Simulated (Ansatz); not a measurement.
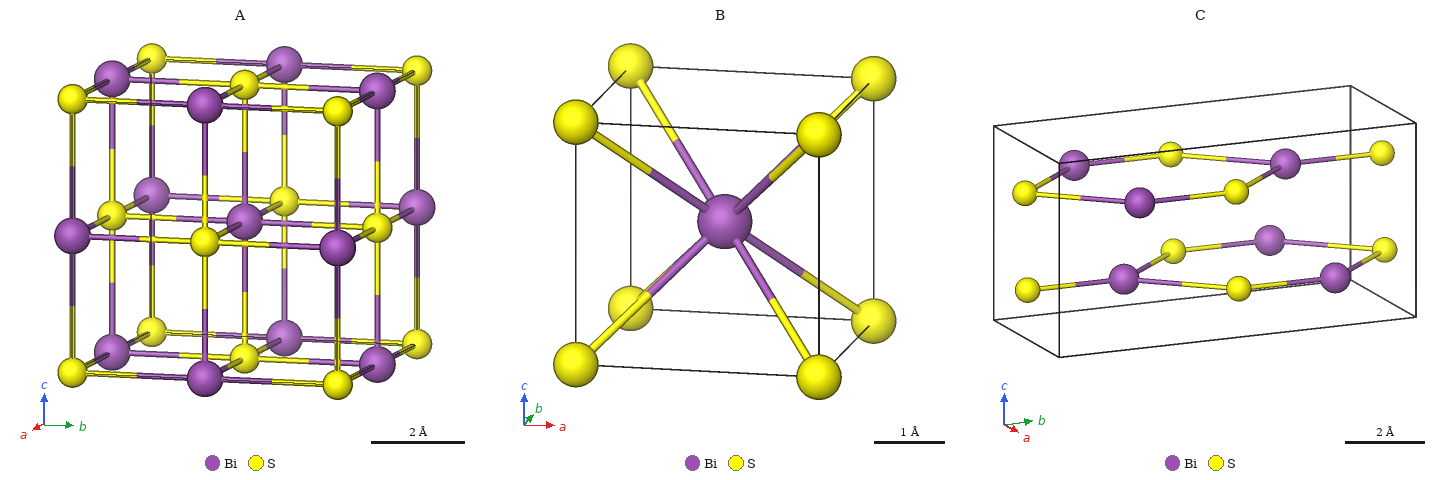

Three structures of BiS, each relaxed to rest (conventional cells in solid outline, small ones repeated, each panel with its own scale). Method: DFT PBE, scalar-relativistic, plane waves, PAW (Ansatz 0.2.0), without spin polarisation.

Name the structure in each panel.

A: rock salt (NaCl type), Fm-3m; B: caesium chloride (CsCl, B2) type, Pm-3m; C: 8 atoms a cell on a base-centred orthorhombic lattice, Cmcm.

Rank them by energy, lowest first.

A, then B (+96 meV/atom) and C (+133 meV/atom), energies at zero smearing.

Collect the results in a table.

| panel | structure | E − E(lowest) (meV/atom) | volume (Å³/atom) | gap (eV) |
| --- | --- | --- | --- | --- |
| A | Fm-3m | 0 | 26.4 | metal |
| B | Pm-3m | 96 | 23.0 | metal |
| C | Cmcm | 133 | 26.5 | metal |

Some of these may be structure types tried for this composition rather than known phases, and the most stable form need not be among them. Gaps are taken on the k-mesh or band path of each run.
